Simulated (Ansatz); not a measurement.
Bi2Te3

```
Bi Te
1.0
     4.41870    0.00000    0.00000
    -2.20935    3.82670    0.00000
     0.00000    0.00000   32.31925
Bi Te
6 9
Cartesian
  0.0000 2.5511 2.0519
  0.0000 0.0000 12.8252
  2.2094 1.2756 23.5982
  0.0000 2.5511 8.7210
  0.0000 0.0000 19.4940
  2.2094 1.2756 30.2673
  0.0000 0.0000 0.0000
  2.2094 1.2756 10.7730
  0.0000 2.5511 21.5463
  0.0000 0.0000 7.0159
  2.2094 1.2756 17.7892
  0.0000 2.5511 28.5621
  2.2094 1.2756 3.7571
  0.0000 2.5511 14.5301
  0.0000 0.0000 25.3034
```

Space group R-3m.

These are results of Ansatz, DFT r2SCAN, scalar-relativistic, plane waves, PAW, not measurements.

Question: What will maps of the valence pseudo-density and electron localisation function show?

Answer: Bi–Te (3.07 Å): ρ is about 0.29 e/Å³ halfway; the ELF peaks at about 0.70 in the valence shell of Te, 1.3 Å from its nucleus, and drops to about 0.35 between the two atoms.
Bi–Te (3.27 Å): ρ at the midpoint is about 0.2 e/Å³; the ELF peaks at about 0.65 in the valence shell of Te, 1.3 Å from its nucleus, and drops to about 0.30 between the two atoms.
Bader's partition of the density gives Bi +0.79 and Te −0.69 to −0.45 e.

Question: How much charge does the calculation move between the atoms?

Answer: Electrons move from Bi towards Te. Bader charges: Bi +0.79 and Te −0.69 to −0.45 e.

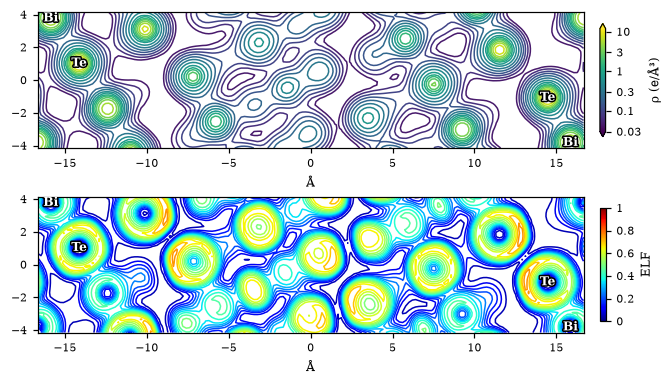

Computed valence pseudo-density and electron localisation function on the (111) plane of the conventional cell, in this order. Atoms just off the plane (Bi, 0.3 Å away and Te, 0.3 Å away) can leave unmarked features too.

The density is the valence pseudo-density of a PAW calculation; it isn't the true density close to the nuclei.
